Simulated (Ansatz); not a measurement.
NiGe

Input file:

```
crystal:
  lattice:
    - [1.4835573452, 1.4835573452, 3.4858559201]
    - [1.4835573452, 3.4858559201, 1.4835573452]
    - [3.4858559201, 1.4835573452, 1.4835573452]
  atoms:
    - { symbol: Ni, position: [0.0, 0.0, 0.0] }
    - { symbol: Ge, position: [0.5, 0.5, 0.5] }
basis:
  ecutwfc: 500
kpoints:
  mp_grid: { grid: [18, 18, 18] }
hamiltonian:
  xc: r2scan
scf:
  occupations: { method: gaussian, width: 0.1 }
  lower_state_search: "off"
output:
  forces: true
  stress: true
  eigenvalues: true
  write_density: true
  write_potential: true
  elf: true
  volumetric_format: npy
```

Launched as:

```sh
ansatz run input.yaml --threads 1 --pin off --max-ram 2560MiB --backend cpu --events-out ev --progress --plain --runs-dir out
```

Below, planes, directions and counts refer to the conventional cell (a = 2.83 Å, b = 2.83 Å, c = 11.18 Å, α = 90.00°, β = 90.00°, γ = 120.00°).

Space group R-3m; started from the CuPt (L1_1) prototype, which need not be the ambient phase; computed without spin polarisation.

Method: DFT r2SCAN, scalar-relativistic, plane waves, PAW (Ansatz).

What can the converged valence pseudo-density and electron localisation function tell about the bonding?

Answer. Ni–Ge (2.48 Å): ρ is about 0.38 e/Å³ halfway; the ELF is about 0.40 at the midpoint.

Does the calculation make it a metal, or give it a gap?

Answer. It is metallic or semimetallic at this level of theory: no gap opens.

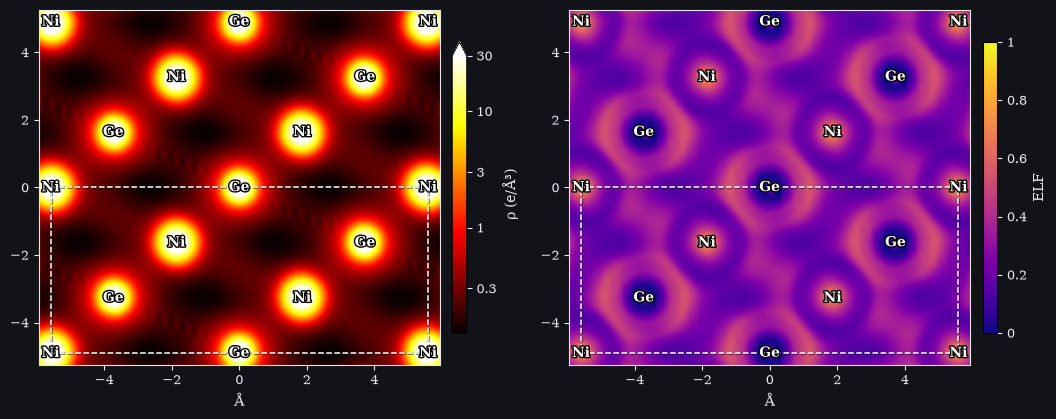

Computed valence pseudo-density and electron localisation function on the (110) plane of the conventional cell, in this order. 

Core electrons are frozen (PAW), and the valence fields are smoothed inside the atomic spheres.
